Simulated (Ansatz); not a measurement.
# Al8H (slab): what the fields show

```
Al H
1.0
     2.83628    0.00000    0.00000
    -1.41814    2.45629    0.00000
     0.00000    0.00000   35.31376
Al H
8 1
Direct
  0.33333 0.66667 0.24070
  0.00000 0.00000 0.30669
  0.66667 0.33333 0.37269
  0.00000 0.00000 0.43868
  0.33333 0.66667 0.50350
  0.00000 0.00000 0.56907
  0.66667 0.33333 0.63534
  0.00000 0.00000 0.69947
  0.00000 0.00000 0.74512
```

Computed without spin polarisation.

Level of theory: DFT PBEsol, scalar-relativistic, plane waves, PAW (Ansatz).

The density is the valence pseudo-density of a PAW calculation; it isn't the true density close to the nuclei.

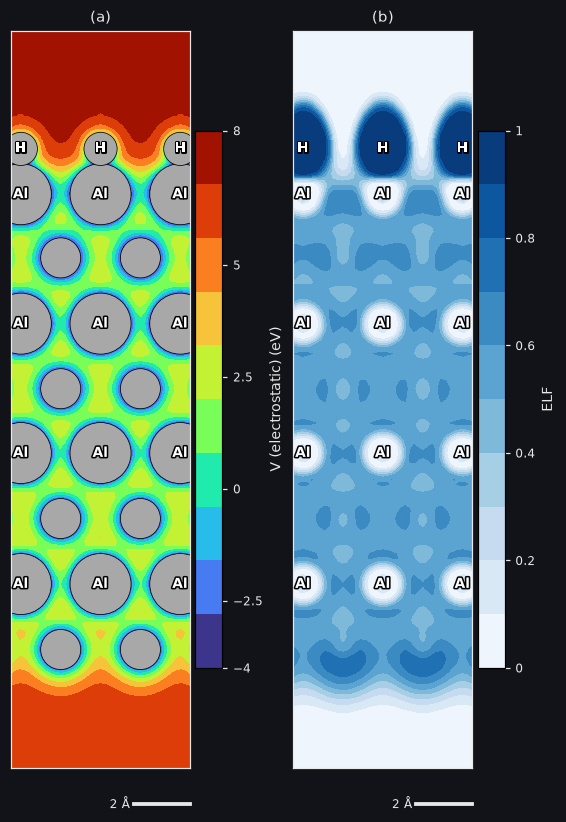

Figure 1. (a) electrostatic potential energy of an electron; (b) ELF on the (11̄0) plane of the calculation cell, a cut from vacuum to vacuum. Grey discs cover the atomic cores in the potential map.

Question: Interpret the plot.

Answer:
- Atoms in the plane: Al and H.
- Atoms just off the plane (Al, 0.8 Å away) can leave unmarked features too.
- Al–H (1.61 Å): the ELF peaks at about 1 in the valence shell of H, 0.4 Å from its nucleus, and is about 1 at the midpoint.
- Al–Al (2.84 Å): the ELF peaks at about 0.60 between the atoms.
- Outside the cores the potential energy rises away from the atoms and is highest in the vacuum; its zero is arbitrary.

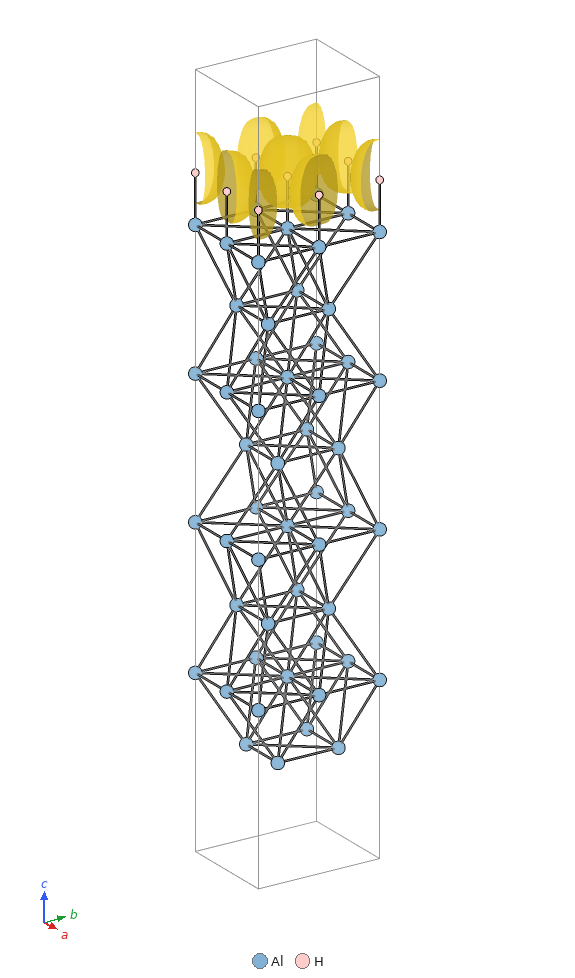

Figure 2. Isosurface of the electron localisation function at 0.8 (yellow), seen slightly off an axis. Only the valence region is drawn (cores and ρ < 0.01 e/Å³ removed). Sticks mark near contacts.

Question: Where are the electrons localised?

Answer: The surface consists of one region around a hydrogen nucleus, counted in one cell of 9 atoms. Counts are for one cell; the picture repeats the cell along the surface.


 Al–Al (2.79 Å): the ELF peaks at about 0.65 between the atoms.

Question: Metal or insulator at this level of theory?

Answer: It is gapless in this calculation (a metal or semimetal).
